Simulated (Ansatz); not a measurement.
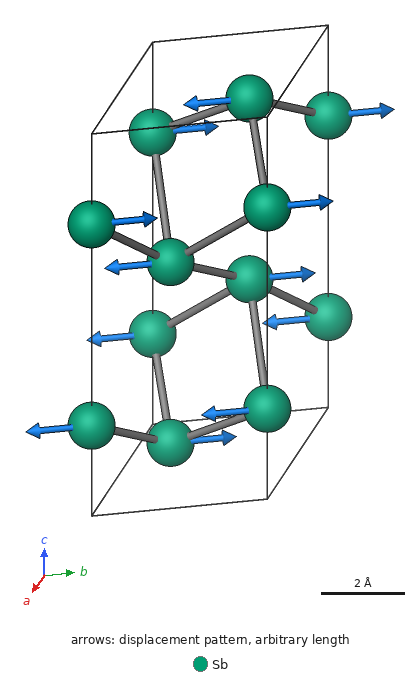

The lowest optical mode of a crystal of Sb, space group R-3m (No. 166), at the zone centre. The blue arrows are the displacements of the atoms (eigenvector over the root of the mass), of arbitrary overall length and sign. Style: ball-and-stick. Shown: the conventional cell (3 times the calculation's cell), from a free direction. Lengths and directions refer to the drawn axes.

Theory: DFT PBEsol, scalar-relativistic, plane waves, PAW in Ansatz. (plane-wave cutoff 420 eV; k-point mesh 12 × 12 × 12; occupations fermi dirac; smearing width 0.15 eV; no spin polarisation)

The frequencies depend somewhat on the k-mesh and the smearing.

Is the structure stable against all modes at this point?

Answer. Yes: this softest mode has a real frequency, and so have all others here. That speaks for this wave vector alone: the rest of the zone wasn't checked in this run. This is the E_g mode (doubly degenerate; one member of the set is drawn) at 83 cm⁻¹, the lowest optical level, Raman-active by symmetry. All motion is along b; atoms of one kind move against one another, with no net shift of their sublattice.
